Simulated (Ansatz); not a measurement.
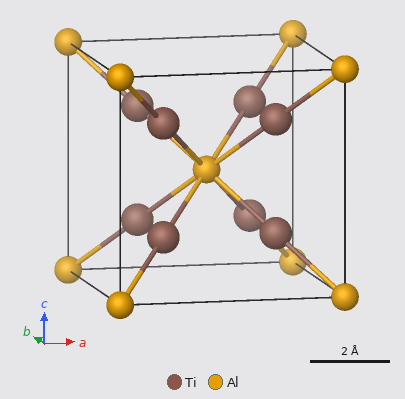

The crystal in a ball-and-stick representation, seen slightly off an axis. The lines enclose the conventional unit cell; boundary atoms appear with their images. Cell: a = 5.89 Å, b = 5.89 Å, c = 5.89 Å, α = 90.00°, β = 90.00°, γ = 90.00°.

Provenance: a structure type filled with these elements by a generator (whether the compound takes this form wasn't checked). Earlier steps of the study may have refined or changed the cell and positions. A calculation with Ansatz used it as input.

### Caption:

Its composition is Ti4Al. The atoms follow space group Im-3m (No. 229); the Bravais lattice is body-centred cubic. One cell contains 8 Ti, 2 Al, 10 atoms in all. The neighbours of Ti are two Al in a linear arrangement at about 2.6 Å. Al bonds to eight Ti in a cubic arrangement at about 2.6 Å. Not all metal-metal contacts are counted. The bonds build a three-dimensional framework.

Run with DFT PBE, scalar-relativistic, plane waves, PAW (Ansatz 0.2.0) and these settings: a 420 eV plane-wave basis, k-points about 0.15 Å⁻¹ apart, Gaussian smearing of 0.1 eV, no spin polarisation.

### Predict the gap.

A metal: bands cross the Fermi level.

### List the Bader charges.

Ti +0.31 e; Al -1.22 e.

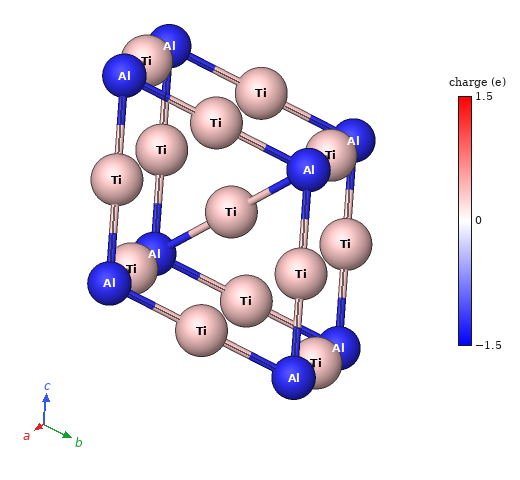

The atoms coloured by those charges. The run's cell of 5 atoms is drawn, so axes and origin can differ from the first picture.

### Do the forces and the stress vanish for this geometry?

Yes. All forces vanish to within 0.01 eV/Å. The pressure is 0.0 GPa, close to zero.
